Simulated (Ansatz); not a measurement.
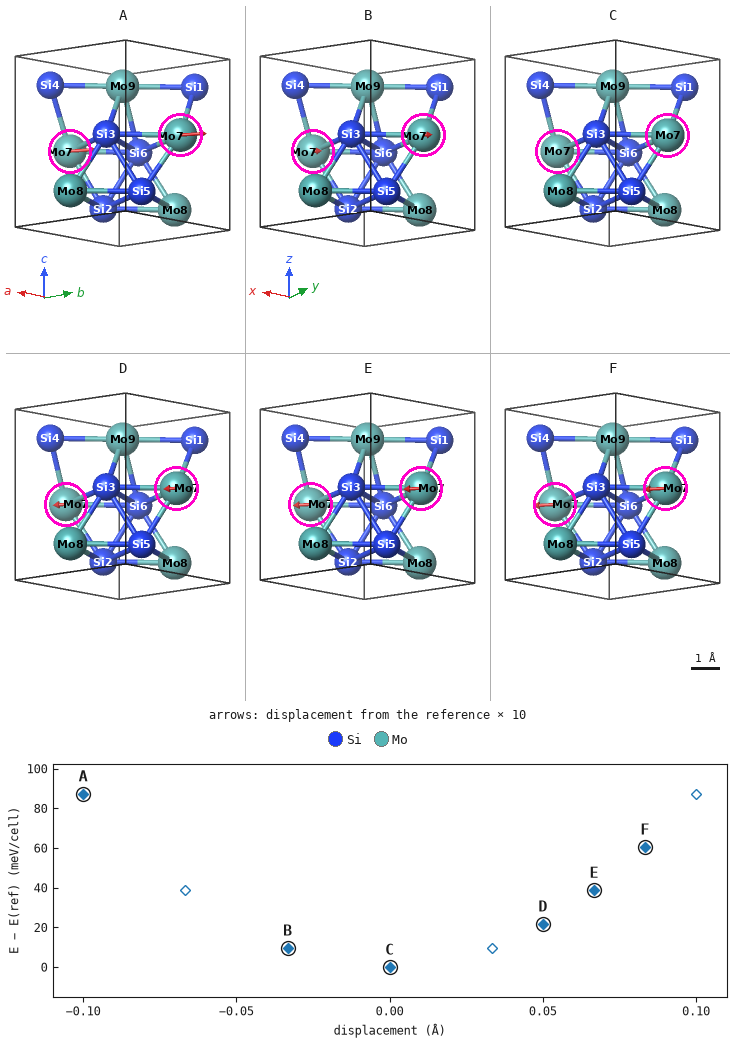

Energy scan for crystalline Si$_{2}$Mo (P6_222), in which Mo7 (one in each cell of 9 atoms) is moved along Cartesian [1 -1 0], all else fixed. The lettered frames are marked on the plot. Hollow markers are points alike by symmetry, not computed again. Style: ball-and-stick. Shown: the cell of the calculation, from a free direction. The ringed atoms are those of the scanned coordinate. Red arrows: displacements from the reference.

The calculation used DFT PBEsol, scalar-relativistic, plane waves, PAW in Ansatz. Settings: plane-wave cutoff 420 eV; k-point mesh 12 × 12 × 6; occupations gaussian; smearing width 0.15 eV; no spin polarisation. Energies (free energies at the smearing named) are counted from the relaxed crystal.

### Describe the profile.

Of the computed points the lowest is at the displacement 0.00 Å, 0.0 meV/cell. At the ends of the scan the energy is 87.4 meV/cell (−0.10 Å) and 87.4 meV/cell (0.10 Å). The curvature at zero is about 17 eV/Å². The well is symmetric. At the highest point the shortest interatomic distance is 2.51 Å, against 2.55 Å in the reference. The distortion takes the space group from P6_222 to P1.

The computed points:

```
displacement (Å)  E − E(ref) (meV/cell)
         −0.1000                   87.4
         −0.0667                   38.8
         −0.0333                    9.7
          0.0000                    0.0
          0.0333                    9.7
          0.0500                   21.8
          0.0667                   38.8
          0.0833                   60.5
          0.1000                   87.4
```

Points that are alike by symmetry were computed once.
